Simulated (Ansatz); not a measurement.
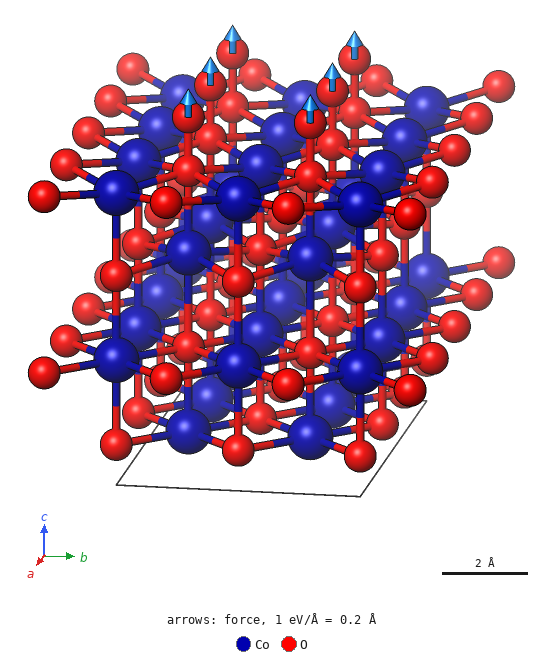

Starting geometry of a slab of composition Co$_{4}$O$_{5}$ (cut from the Fm-3m phase) with the computed forces as blue arrows. The picture is a ball-and-stick view of the 3 × 2 repeat of the cell, outlined in the plane, without the vacuum, seen slightly off an axis.

Case: O over the place (0/4, 0/4) of the surface cell, its height relaxed. The slab is the (1 0 0) face of CoO with O on it. 8 atoms are held fixed.

The calculation used DFT PBEsol, scalar-relativistic, plane waves, PAW (Ansatz 0.2.0).

The input:
```yaml
crystal:
  lattice:
    - [2.9464519461, 0.0, 0.0]
    - [0.0, 2.9464519461, 0.0]
    - [0.0, 0.0, 25.2503684546]
  atoms:
    - { symbol: Co, position: [0.5, 0.5, 0.3366287512], spin: 2.56 }
    - { symbol: O, position: [0.0, 0.0, 0.3366287512], spin: 0.32 }
    - { symbol: Co, position: [0.0, 0.0, 0.4191406621], spin: 2.74 }
    - { symbol: O, position: [0.5, 0.5, 0.4191406621], spin: 0.4 }
    - { symbol: Co, position: [0.5, 0.5, 0.5109491782], spin: 2.67 }
    - { symbol: O, position: [0.0, 0.0, 0.5013158959], spin: 0.41 }
    - { symbol: Co, position: [0.0, 0.0, 0.5819236396], spin: 2.6 }
    - { symbol: O, position: [0.5, 0.5, 0.590972261], spin: 0.36 }
    - { symbol: O, position: [0.5, 0.5, 0.6432487259], spin: 2.0 }
basis:
  ecutwfc: 420
kpoints:
  mp_grid: { grid: [10, 10, 1] }
hamiltonian:
  xc: pbesol
scf:
  occupations: { method: gaussian, width: 0.1 }
output:
  forces: true
  eigenvalues: true
  populations: true
  write_density: true
  write_potential: true
  elf: true
  volumetric_format: npy
magnetization:
  spin_polarized: true
relax:
  adjacent_minimum: "off"
  f_tol: 0.02
  max_steps: 25
  constraints: [{ sites: [0, 1, 2, 3, 4, 5, 6, 7] }, { site: 8, fix: xy }]
efield:
  axis: 3
  dipole_correction: true
  ramp_width: 0.04
```

Run as
```bash
ansatz run input.yaml --threads 4 --pin off --max-ram 10240MiB --backend cpu --events-out ev --progress --plain --runs-dir out
```

### Is this structure relaxed? If not, where do the atoms go?

It isn't relaxed: the largest force vector, on O9, is 3.54 eV/Å. The atoms end up moving mostly along the starting forces (cosine between the two patterns 1.00). After 3 accepted moves (4 points after the start) the energy has fallen by 0.179 eV per cell of the calculation. The largest force component goes from 3.5 to 0.019 eV/Å. 1 step only repeated the SCF at the same geometry. O9 moves most: 0.11 Å along the normal (+c). Co stays in place. The cell doesn't change. Some distances before and after: O8–O9 1.320 → 1.433 Å. The run may lie on a higher electronic state than the lowest, so the end point isn't shown to be the ground-state structure.

Limits of the set-up: the periodic images lie only 2.9 Å apart, so the values are limited by the cell's size.
